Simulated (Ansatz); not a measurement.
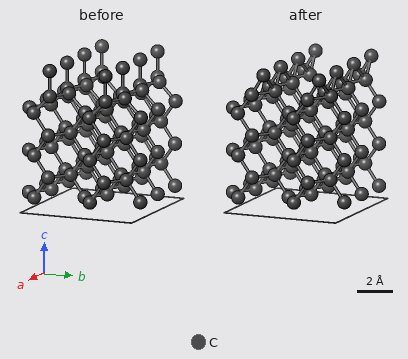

The structure of a slab of composition C (cut from the Fd-3m phase) before (left) and after (right) a constrained relaxation, at one scale.

A ball-and-stick model of the 3 × 2 repeat of the cell, outlined in the plane, without the vacuum, seen slightly off an axis.

Case: C put at a top C site. The slab is the (1 1 0) face of C with C on it. 6 atoms are held fixed.

Level of theory: DFT PBEsol, scalar-relativistic, plane waves, PAW in Ansatz. Settings: plane-wave cutoff 420 eV; k-point mesh 11 × 8 × 1; occupations gaussian; smearing width 0.05 eV; collinear spin; dipole correction; atoms relaxed in a fixed cell; force threshold 0.03 eV/Å; at most 70 steps.

Describe what moved and what it gained.

The largest move is that of a C atom, 0.65 Å at 72° to the normal (−c side). The cell stays as it was. Among the contacts that change: C–C 2.085 → 1.727 Å, C–C 1.428 → 1.572 Å, C–C 1.520 → 1.426 Å, C–C 1.588 → 1.554 Å. Among the angles between lasting bonds that change: C–C–C 135.7° → 174.5°, C–C–C 90.0° → 70.1°, C–C–C 123.3° → 106.1°. After 8 accepted moves (9 points after the start) the energy has fallen by 0.939 eV per cell of the calculation. The largest force component goes from 4.1 to 0.0036 eV/Å. The line search rejected the trial step at point 5 of the run. The program noted that the starting moments weren't kept. The run took 14 min on 1 thread of Arm Neoverse V2, on a shared host, peak memory 0.7 GiB.

Limits of the set-up: the periodic images lie only 2.5 Å apart, so the values are limited by the cell's size.
